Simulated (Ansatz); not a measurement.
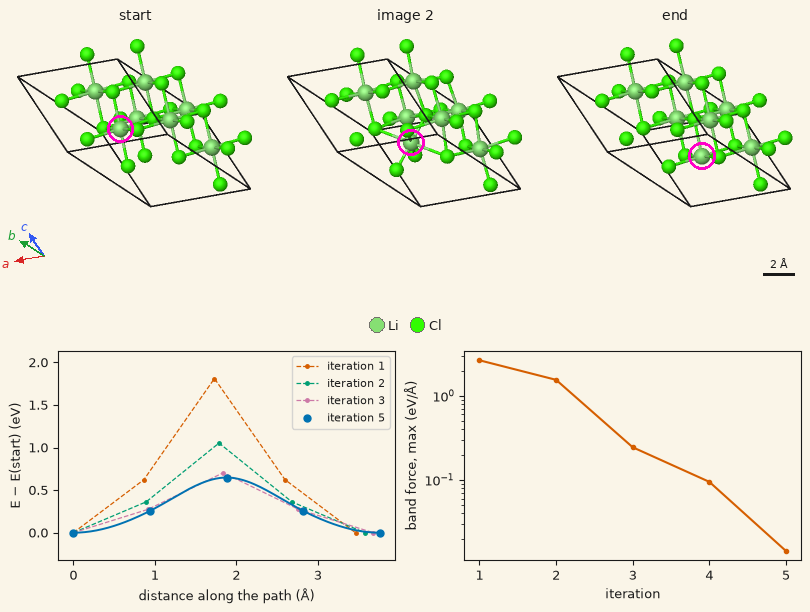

A search for the minimum-energy path of a defect cell of composition Li7Cl8 (cell charge −1) with a Li vacancy (15 atoms in the cell) by the nudged elastic band. Images are numbered from 0 (start) to 4 (end). The plot follows the band through its iterations. The picture is a ball-and-stick view of the reduced simulation cell (origin moved), seen from a free direction. The moving atom is ringed, with any periodic copies. Lengths and directions refer to the drawn axes. Bonds to atoms that aren't drawn are left out.

These are results of DFT PBEsol, scalar-relativistic, plane waves, PAW in Ansatz, not measurements. Set-up: plane-wave cutoff 420 eV; k-point mesh 4 × 4 × 4; Gaussian smearing 0.05 eV; 3 movable images; climbing image; force threshold 0.05 eV/Å; iteration limit 5.

Judge this run.

Answer. The run is converged, with reservations. The band converged in 5 iterations. The largest component of the band force went from 2.6 to 0.014 eV/Å. The climbing image converged on the top of the path. Its curvatures weren't checked. The first iteration put the highest image at 1.81 eV. The barrier is about 0.65 eV in both directions, with image 2 at the top; the ends have the same energy.

Limits of the set-up: the periodic images lie only 7.2 Å apart, so the values are limited by the cell's size; the cell is charged, on a uniform background, and energies carry no finite-size correction.

The run took 5.8 min on 4 threads of Arm Neoverse N1, on a shared host, peak memory 1.8 GiB.
